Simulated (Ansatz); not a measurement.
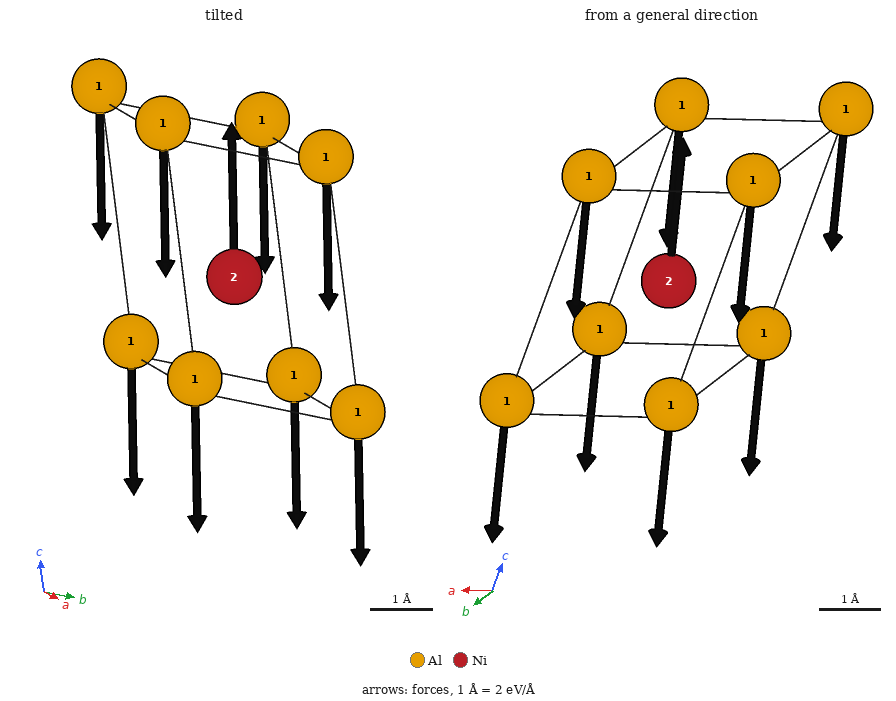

Spheres-only drawing of the structure, looking slightly off an axis and from a general direction. One simulation cell is framed, with atoms on its boundary repeated. The arrows are the computed forces on the atoms.

System: AlNi. The numbers come from DFT PBE, scalar-relativistic, plane waves, PAW in Ansatz 0.2.0, using wavefunction cutoff 420 eV, a 15×15×14 sampling of the Brillouin zone, Gaussian smearing of 0.15 eV, no spin polarisation (a spin-restricted run, not always the ground state).

Question: Judging by the arrows, is the geometry relaxed?

Answer: No. The atoms still feel forces of up to about 4.3 eV/Å, far above a usual threshold of 0.01 to 0.03 eV/Å.

Question: Name the atom under the greatest force.

Answer: Al1 and Ni2, about 4.3 eV/Å.

The cell started as a structure listed in the Materials Project. The cell was then strained or its atoms displaced on purpose. An electronic-structure calculation with Ansatz was run on it.
